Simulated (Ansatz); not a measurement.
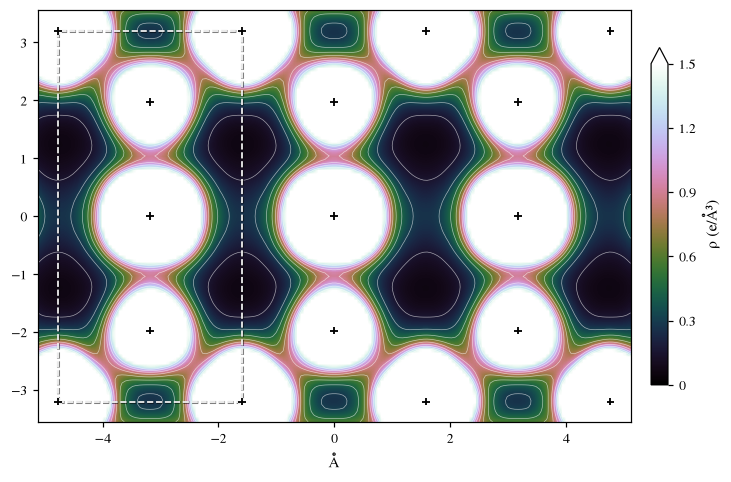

The valence electron density on a plane through atoms (crosses mark nuclei in the plane).

Computed with DFT PBEsol, scalar-relativistic, plane waves, PAW in Ansatz 0.2.0.

Candidates:
A. IrO$_{2}$, a = 4.53 Å, b = 4.53 Å, c = 3.18 Å, α = 90.00°, β = 90.00°, γ = 90.00°. Space group P4₂/mnm; computed pressure about −9 GPa in this cell; computed without spin polarisation.
B. GaAs, a = 5.66 Å, b = 5.66 Å, c = 5.66 Å, α = 90.00°, β = 90.00°, γ = 90.00°. Space group F-43m.

**Which candidate gave the map?**

Candidate A: IrO$_{2}$ on the (110) plane of the conventional cell, which holds Ir and O. Ir–O (1.98 Å): ρ at the midpoint is about 0.93 e/Å³.
